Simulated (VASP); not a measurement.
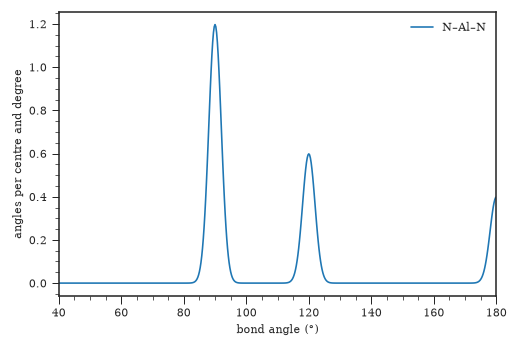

Bond-angle distributions computed from the structure of AlN; each angle is a Gaussian of σ = 2.0°. Bonds counted: Al–N up to 2.34 Å. It is based on a cell listed in the Materials Project, as set up for an electronic-structure calculation.

**Where do the angles cluster?**

N–Al–N: 90° (6 per centre); 120° (3 per centre); 180° (1 per centre)

The structure has space group P6_3/mmc (No. 194); other forms of this composition would give other results.
